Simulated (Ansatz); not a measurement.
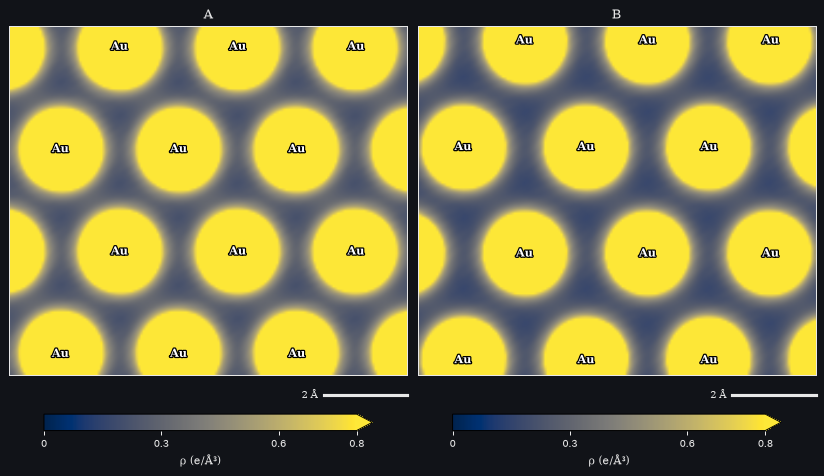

Au. The valence pseudo-density of two cells that differ in size, on the (001) plane of each (indices in the axes of the calculation cell), at one length scale and on one colour scale; one has 16.1 and the other 18.1 Å³ an atom.

Method: Ansatz 0.2.0, DFT, PBE, PAW with Ansatz's default frozen-core files, scalar-relativistic.

The density is the valence pseudo-density of a PAW calculation; it isn't the true density close to the nuclei.

The larger cell:

```
Au
1.0
     0.00000    2.08562    2.08562
     2.08562    0.00000    2.08562
     2.08562    2.08562    0.00000
Au
1
Direct
  0.00000 0.00000 0.00000
```

The smaller cell: a = 2.834 Å, b = 2.834 Å, c = 2.834 Å, α = 60.00°, β = 60.00°, γ = 60.00°.

Which is the denser cell? Describe the effect of the change.

Answer. Panel A is the smaller cell, by 11 % in volume. From the larger cell to the smaller, Au–Au goes from 2.95 to 2.83 Å, and the density at its midpoint from 0.24 to 0.31 e/Å³; the pressure goes from −1.3 to 21 GPa.
